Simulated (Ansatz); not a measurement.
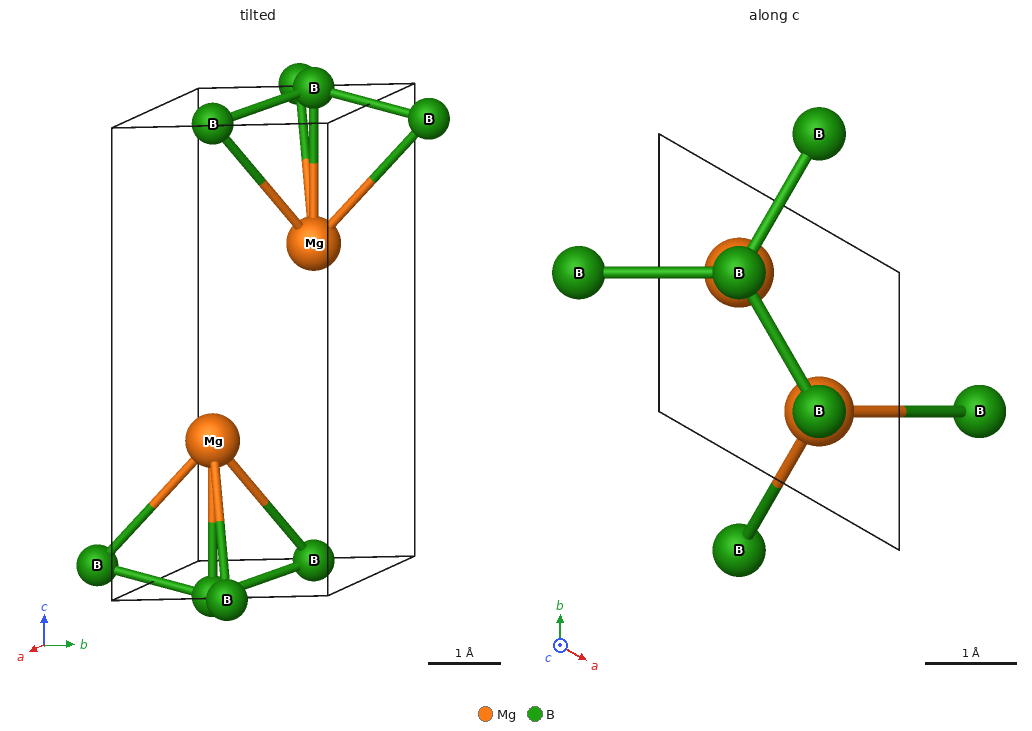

The image is a ball-and-stick drawing of a crystal, viewed slightly off an axis and along the c axis. The edges of the conventional unit cell are marked. Some neighbours outside the box are added. Cell: a = 3.06 Å, b = 3.06 Å, c = 6.78 Å, α = 90.00°, β = 90.00°, γ = 120.00°.

The starting point was a structure type filled with these elements by a generator (whether the compound takes this form wasn't checked). Earlier steps of the study, as a rule a relaxation of our own, may have changed the cell and positions, so they can lie some per cent off the listed ones. It was the input of a calculation with Ansatz.

Q: Describe the arrangement of the atoms.

A: It has the composition MgB. It is primitive hexagonal, space group P-3m1 (No. 164). The cell comprises 2 formula units: 2 Mg, 2 B. Each Mg has four B at about 2.2 to 2.6 Å. About every B there are four Mg and three B (about 2.2 to 2.6 Å to Mg, 1.8 Å to B). The bonds build MgB layers parallel to (001).

Setup: Ansatz 0.2.0, DFT PBE, scalar-relativistic, plane waves, PAW; plane waves up to 420 eV, k-point mesh 18×18×8, Gaussian smearing of 0.1 eV, no spin polarisation.

Q: Metal or not?

A: A metal: bands cross the Fermi level.

Q: Estimate the Bader charges.

A: Mg +1.01 e; B -1.01 e.

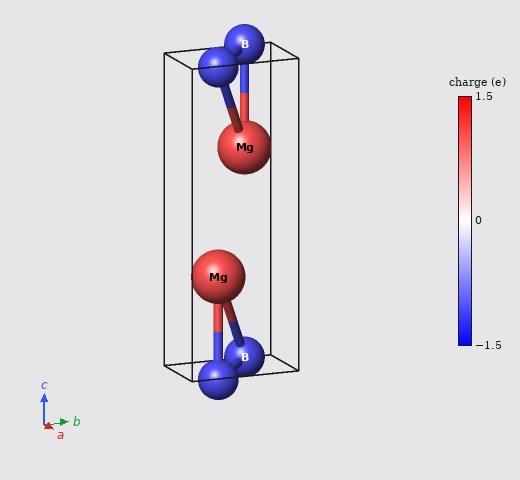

The atoms coloured by those charges. The run's cell of 4 atoms is drawn.

Q: Does this geometry sit at a stationary point of the energy?

A: Yes. The largest force is 0.01 eV/Å. The pressure is 0.0 GPa, close to zero.
